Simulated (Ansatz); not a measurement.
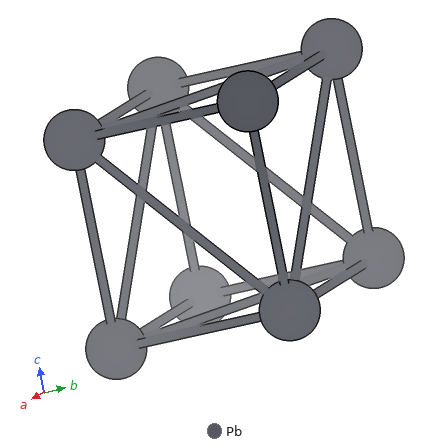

System: Pb, space group Fm-3m (No. 225). The picture shows the cell.

Starting cell:
```xyz
1
Lattice="0.0000 2.4698 2.4698 2.4698 0.0000 2.4698 2.4698 2.4698 0.0000" Properties=species:S:1:pos:R:3 pbc="T T T"
Pb    0.0000    0.0000    0.0000
```

Calculation (Ansatz 0.2.0): biaxial strain in the xy plane and strain along z of a crystal, fractional coordinates fixed, by plane-wave density functional theory with PAW datasets, free energies less that of the undisturbed cell. Level: PBE, no spin polarisation.

wave cutoff 420 eV; k mesh 16×16×16; occupations Gaussian; smearing width 0.15 eV; k shift (0, 0, 0) (mesh steps); start as given.

What does the calculation give for the map of the energy change over strain zz and strain xx = yy? The grid: strain zz −0.08, −0.04, 0, 0.04, 0.08 ; strain xx = yy −0.08, −0.04, 0, 0.04, 0.08.

At the origin a neighbouring grid point lies 11 meV/atom lower, so the given structure isn't at the minimum of this landscape. The energy change is least, −11 meV/atom, at strain zz of 0.04 and strain xx = yy of 0 (and at symmetry-related or equal points), and largest, 500 meV/atom, at strain zz of −0.08 and strain xx = yy of −0.08. Near the origin the softest direction lies along strain zz, turned by about 25° so that strain xx = yy takes the opposite sign; the curvature across the valley is 10.6 times that along it.

Energy change (meV/atom); rows strain xx = yy, columns strain zz:
```csv
,-0.08,-0.04,0,0.04,0.08
-0.08,500,353,247,174,124
-0.04,235,142,77,38,19
0,85,31,0,-11,-8
0.04,16,-5,-11,0,21
0.08,4,8,24,51,87
```

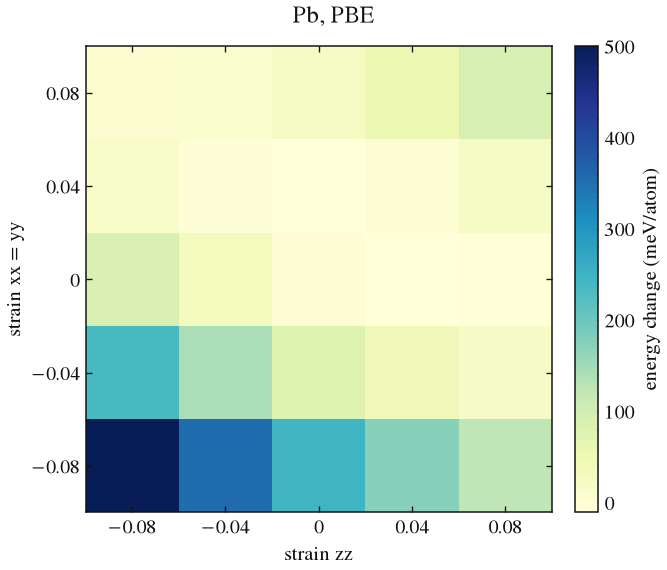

Caveats: reference crystal is not relaxed.
